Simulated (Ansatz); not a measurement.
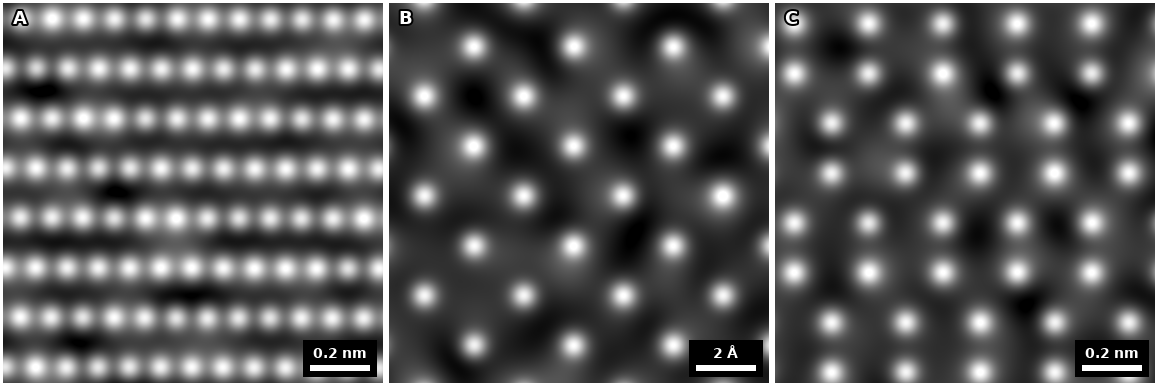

Three views of Ir (I4_1/amd, No. 141) along different zone axes. Simulated as the projected potential of neutral atoms (B = 0.3 Å²) blurred by a 0.50 Å probe, the thin-sample limit of integrated differential phase contrast. The display is stretched by a gamma of 0.8; percentages refer to the linear signal. The speckle of an amorphous layer was added. Model: coordinates from a relaxation with DFT r2SCAN, scalar-relativistic, plane waves, PAW (Ansatz); the starting structure was generated, so it need not be a known form of this composition.

```
Ir
1.0
     4.81733    0.00000    0.00000
     0.00000    4.81733    0.00000
     0.00000    0.00000    2.74138
Ir
4
Direct
  0.00000 0.00000 0.00000
  0.00000 0.50000 0.25000
  0.50000 0.50000 0.50000
  0.50000 0.00000 0.75000
```

Match the panels to the zone axes [001], [111] and [112].

A is [112]: projected cell 1.07 × 1.78 Å, 107°, plane group c2mm. B is [001]: projected cell 2.41 × 2.41 Å, 90°, plane group p4mm. C is [111]: projected cell 2.54 × 3.64 Å, 110°, plane group c2mm.
